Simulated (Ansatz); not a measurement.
Single-point calculation, with input and output: Ta

The run: single-point calculation of Ta (Pmmm, 1 atom in the cell). Method and program: DFT PBE, scalar-relativistic, plane waves, PAW, no spin polarisation (Ansatz 0.2.0).

The structure was made by a generator, so it may or may not be a known phase.

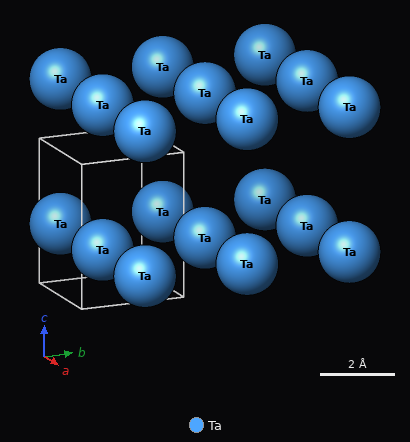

*The structure (spheres-only view of the cell of the calculation, repeated 3 × 2 × 2, seen slightly off an axis). An atom can appear more than once, as a periodic image.*

Key numbers

```tsv
quantity	value
outcome	converged
space group (tolerance 0.01 Å)	Pmmm (47)
electrons treated	13
free energy	−9929.3322 eV
Fermi energy	8.151 eV
gap on the k-point mesh	none (metallic)
pressure	−19.81 GPa
largest force (length of the vector)	under 0.001 eV/Å
hardware	1 thread of Intel Xeon @ 2.70GHz, 189 GiB of memory available, shared host
wall time	0.94 s
peak memory	0.3 GiB
```

Remarks

Spin–orbit coupling is left out, which matters for Ta. The cell is under a tension of 19.8 GPa at this level, so it is not at its equilibrium volume.

Input
```yaml
crystal:
  lattice:
    - [2.85709732, 0.0, 0.0]
    - [0.0, 3.01659053, 0.0]
    - [0.0, 0.0, 4.06733015]
  atoms:
    - { symbol: Ta, position: [0.5, 0.0, 0.5] }
basis:
  ecutwfc: 420
kpoints:
  mp_grid: { grid: [6, 6, 4] }
hamiltonian:
  xc: pbe
scf:
  occupations: { method: gaussian, width: 0.1 }
  lower_state_search: "off"
output:
  forces: true
  stress: true
  eigenvalues: true
```

Launched with:
```bash
ansatz run input.yaml --threads 1 --pin off --max-ram 2560MiB --backend cpu --events-out ev --progress --plain --runs-dir out
```

What the program printed
```
Engine: ansatz 0.2.0, x86_64-unknown-linux-gnu
Pseudopotentials: kind: paw
Pseudopotential: Ta, paw, valence charge 13, recommended cutoff 420 eV (normal), Ta.paw.azcp
Functional definition: PBE
  parameter kappa = 0.804
  parameter beta = 0.06672455060314922
  exchange = pbe_x(kappa = kappa, mu = beta*pi^2/3)
  correlation = pbe_c(beta = beta)
Crystal: 1 atoms, lattice volume = 35.055 Å³
Basis set: ecut = 420 eV, 687 PW (Γ), exchange–correlation on 40×48×60 points (8 copies of the dense FFT grid, shifted against one another)
Bands: 11, of which v1, the nominal top of the filled ones, is band 7 counted from 1 (6 counted from 0)
Symmetry: 8 space group operations
Space group: Pmmm (ITA 47), of the structure as read, at distance tolerance 3.3e-5 Å
k-points: 48 of 144
Non-local potential: Ta, projectors of the file, l = 0: 3, l = 1: 2, l = 2: 2, l = 3: 1
PAW form: soft (Blöchl's): semilocal exchange-correlation on the pseudo side does not see the compensation charge
PAW one-centre angular grid: Ta, 590 points (default); XC on 64 Gauss nodes
Initial density: superposition of atomic densities (neutral atoms: chi_scale 0, normalization atom), corrected by the library's trained network
Initial wavefunctions: pseudopotential atomic-orbital guess
Functional: x = pbe(κ = 0.804, μ = 0.2195149727645171), c = pbe(β = 0.06672455060314922)
SCF iter   1: F=—  HF=-9929.332820 eV  |F-HF|=—  |Δ(HF+E_count)|=         —  Δρ=7.36e-3  dr2=1.30e-2  ethr=1.77e-3  ⟨swp⟩=5.0  Hψ=3029  notcnv=0
preconditioner: auto → none  [metal: Δε(μ)=0.045 eV  Ē_g=4.412 eV  σ=0.100 eV  W_gap=0.25  n_scr=6 (ndim 8)  ℏωp=14.0 eV  f_vac=0.000  D(μ)=2.18/eV (n_scr^D=20)  sad-step TF]
SCF iter   2: F=—  HF=-9929.331967 eV  |F-HF|=—  |Δ(HF+E_count)|=   8.52e-4  Δρ=3.90e-3  dr2=3.70e-3  ethr=1.00e-4  ⟨swp⟩=1.0  Hψ=914  notcnv=0
SCF iter   3: F=—  HF=-9929.332184 eV  |F-HF|=—  |Δ(HF+E_count)|=   2.17e-4  Δρ=4.06e-4  dr2=6.32e-5  ethr=2.84e-5  ⟨swp⟩=2.0  Hψ=615  notcnv=0
SCF iter   4: F=—  HF=-9929.332201 eV  |F-HF|=—  |Δ(HF+E_count)|=   1.66e-5  Δρ=9.01e-5  dr2=3.68e-6  ethr=4.86e-7  ⟨swp⟩=2.2  Hψ=666  notcnv=0
SCF iter   5: F=—  HF=-9929.332200 eV  |F-HF|=—  |Δ(HF+E_count)|=   9.15e-7  Δρ=2.70e-5  dr2=2.31e-7  ethr=2.83e-8  ⟨swp⟩=2.1  Hψ=660  notcnv=0
SCF iter   6: F=-9929.332200 eV  HF=-9929.332200 eV  |F-HF|=5.65e-9  |Δ(HF+E_count)|=   3.79e-8  Δρ=5.49e-6  dr2=1.18e-8  ethr=7.69e-10  ⟨swp⟩=4.9  Hψ=2045  notcnv=0
SCF 1 converged in 6 iterations: F = -9929.332200 eV  dr2 = 1.18e-8
  greatest PAW one-centre occupation: 0.999 electrons in one spin orbital (limit 2), on the Ta atom at site 0 (counted from 0), in its partial waves of l = 0
SCF converged after 6 iterations
Free energy (F): -9929.332200 eV
Harris-Foulkes:  -9929.332200 eV  (|F-HF|=5.65e-9)
Internal energy: -9929.320261 eV  (E = F + TS)
E sigma→0 (E₀):  -9929.326230 eV
Entropy (-TS):   -0.011939 eV (-11.939 meV/atom)
Fermi energy:    8.150538 eV
--- Per-component energies (eV) ---
  E_band       = -247.916939
  E_kinetic    = 356.607557
  E_local      = -1044.402520  (includes V_loc(G=0)·N_el)
  E_nonlocal   = 13.856522
  E_hartree    = 367.139880
  E_xc         = -213.341199
  E_vxc        = -197.221051  (∫ρ·V_xc dr)
  E_paw        = -8395.330133  (= ΣΔE_a)
  E_vpaw       = -111.040354  (= ΣTr[D̂ρ^β])
  E_aug_tail   = 0.000143  (compensation charges beyond the density's cutoff)
  E_ewald      = -1013.850511
  E_smearing   = -0.011939  (= −TS)
  E_closure    = -0.000000  (closes the sum)
  Σ components = -9929.332200   (vs F -9929.332200, Δ=0.00e0)
--- Forces (eV/Å), atoms counted from 1 ---
  atom   1  Ta     0.00000000     0.00000000    -0.00000000
  max |Σ_I F_I| component: 4.10e-29 eV/Å
--- Stress (GPa, compression-positive) ---
      -22.773819      -0.000000       0.000000
       -0.000000     -21.528621       0.000000
        0.000000       0.000000     -15.134556
  P = ⅓ Tr σ = -19.8123 GPa (-198.123 kbar)
--- Band table (eV; the first three rows and the last of 48) ---
  k-point 0: bands = ["-60.3128", "-26.9353", "-26.4571", "-26.1936", "2.4883", "6.1438", "6.6543", "10.8302", "11.4481", "12.6512", "13.0954"]
  k-point 1: bands = ["-60.3127", "-26.9433", "-26.4567", "-26.1932", "2.9041", "6.1771", "6.8591", "10.6629", "11.1855", "11.3112", "12.6572"]
  k-point 2: bands = ["-60.3126", "-26.9513", "-26.4563", "-26.1929", "3.3988", "6.2127", "7.2143", "9.5590", "10.5069", "11.1815", "12.6631"]
  k-point 47: bands = ["-60.2402", "-26.9009", "-26.8271", "-26.8254", "5.6757", "7.3588", "7.8343", "10.9047", "14.3542", "14.6255", "14.8709"]
```

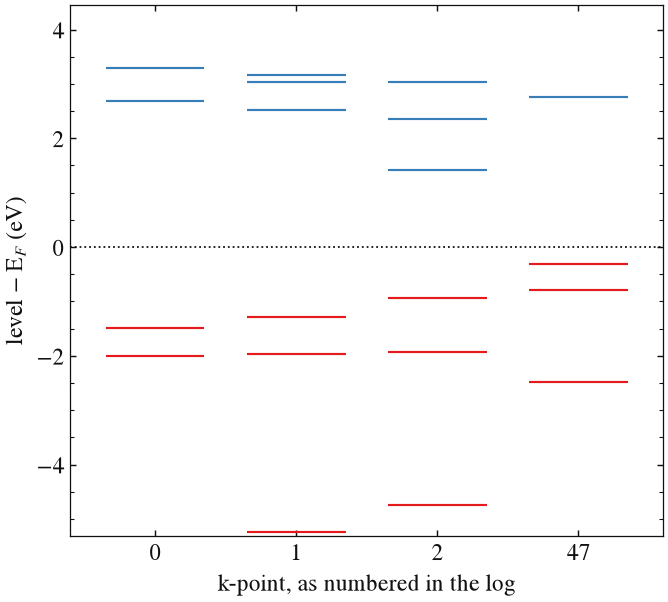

*Kohn–Sham levels near the Fermi level (dotted) at the few k-points that the log prints; levels within 0.02 eV of each other stand side by side.*

The system is metallic on the full mesh.
